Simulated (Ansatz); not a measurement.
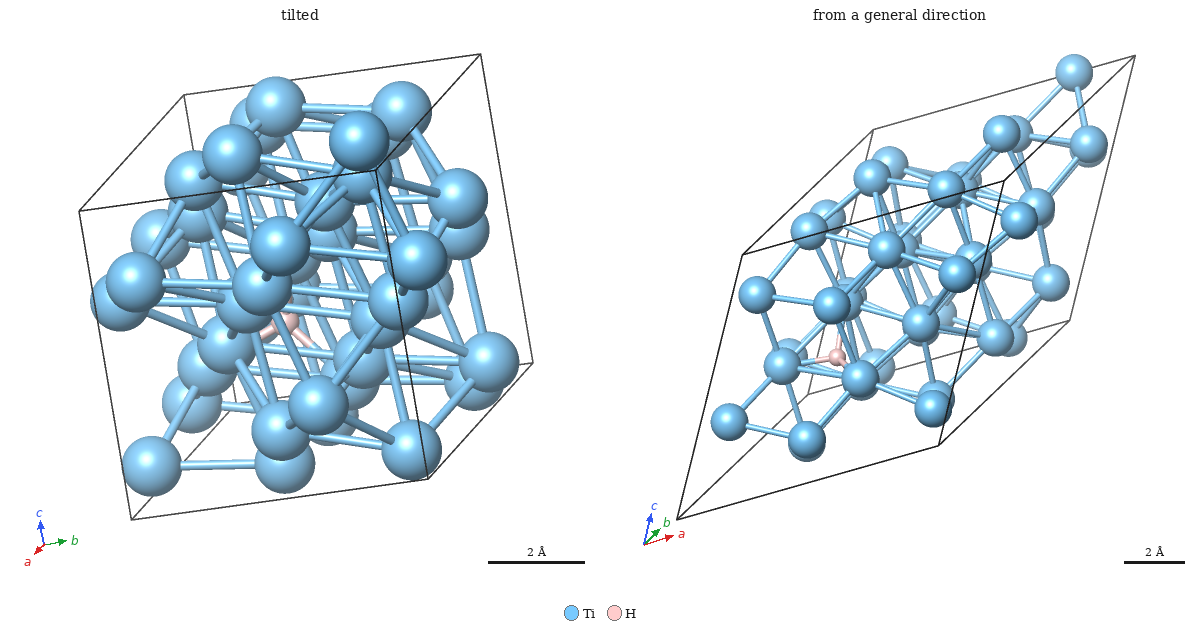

The figure gives a ball-and-stick picture of the atoms, viewed slightly off an axis and from a general direction. The frame is the supercell; atoms at its boundary are shown with their periodic copies. The host is Ti, in a cell of 32 sites, and the cell is neutral.

Question: What defect is present?

Answer: An interstitial hydrogen atom. It is bonded to four Ti in a tetrahedral arrangement at about 1.9 Å. Not all metal-metal contacts are counted.

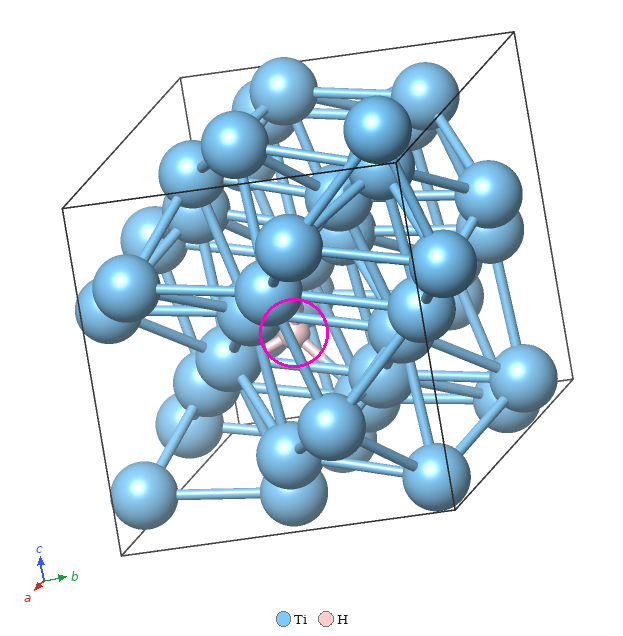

The same cell with a ring at the defect's site.

The atoms were relaxed in the host's cell with DFT PBE, scalar-relativistic, plane waves, PAW (Ansatz).
